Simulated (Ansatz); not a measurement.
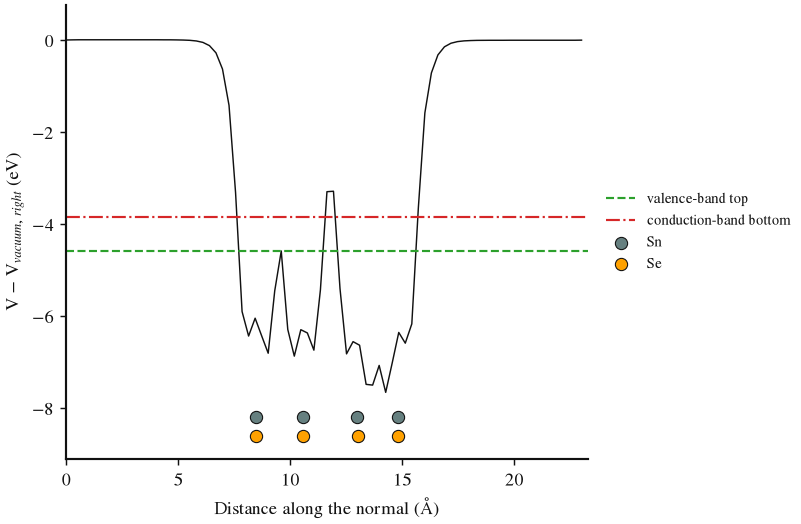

Plane-averaged electrostatic potential energy of an electron across the slab; circles at the bottom mark the heights of the atoms (positions after relaxation).

The material is a (110) slab cut from SnSe (Fm-3m), ended by SnSe planes, 8 atoms in the cell.

Method: DFT PBEsol, scalar-relativistic, plane waves, PAW, no spin polarisation, 6×5×1 k mesh, 420 eV cutoff, Gaussian smearing of 0.05 eV (Ansatz).

What are the ionisation potential and the electron affinity of the slab?

Answer. From the vacuum level at the right face the ionisation potential is 4.59 eV and the electron affinity 3.84 eV; the left face gives the same. The slab's gap, their difference before rounding, is 0.75 eV. The two vacuum levels agree, so the slab has no net dipole along its normal.

How thick are slab and vacuum?

Answer. The outermost atoms are 6.3 Å apart, which leaves 17.0 Å of vacuum in a cell 23.3 Å high.
